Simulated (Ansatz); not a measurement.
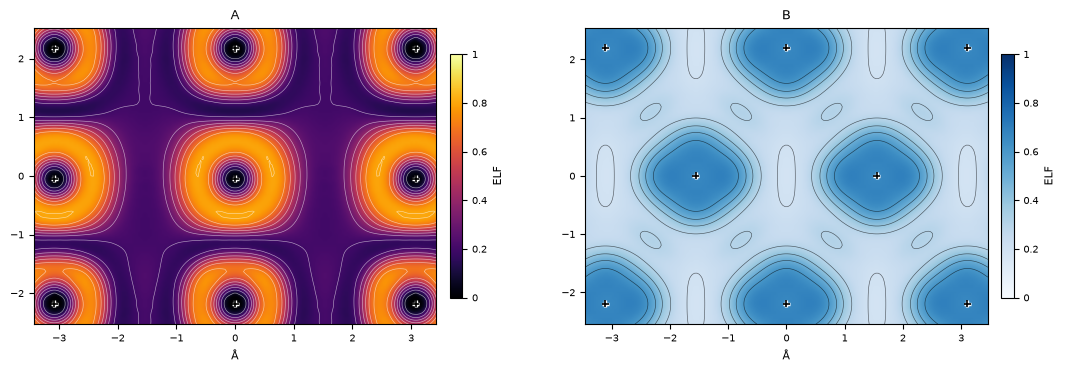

The electron localisation function of 2 systems, each on a plane through atoms (crosses mark nuclei in the plane).

All numbers below come from Ansatz, DFT PBEsol, scalar-relativistic, plane waves, PAW.

System 1: TaN, the (100) plane of the conventional cell. Space group I4mm; changed on purpose from its base cell (all Ta atoms moved -0.050 Å, as atom 1 along Cartesian [0 0 1]); not relaxed (largest force 0.4 eV/Å); computed pressure about 5 GPa in this cell.

```xyz
4
Lattice="2.1790 2.1790 0.0000 2.1790 -2.1790 0.0000 0.0000 0.0000 -4.3580" Properties=species:S:1:pos:R:3 pbc="T T T"
Ta    0.0000    0.0000   -2.2290
Ta    2.1790    0.0000   -0.0500
N     2.1790    0.0000   -2.1790
N     0.0000    0.0000    0.0000
```

System 2: Pt, the (011̄) plane of the conventional cell. Space group Im-3m; computed pressure about 4 GPa in this cell.

```
Pt
1.0
     2.19778   -2.19778    0.00000
     2.19778    2.19778    0.00000
     0.00000    0.00000    3.10766
Pt
2
Cartesian
  0.0000 0.0000 0.0000
  2.1978 0.0000 1.5538
```

Which map belongs to which system?

Panel A is system 1, TaN: the plane holds Ta and N. Ta–N (2.13 Å): the ELF peaks at about 0.80 in the valence shell of N, 0.6 Å from its nucleus, and is about 0.20 at the midpoint: no shared electron pair shows on this line. Panel B is system 2, Pt: the plane holds Pt. Pt–Pt (2.69 Å): the ELF is about 0.30 at the midpoint; no localised pair shows between them.
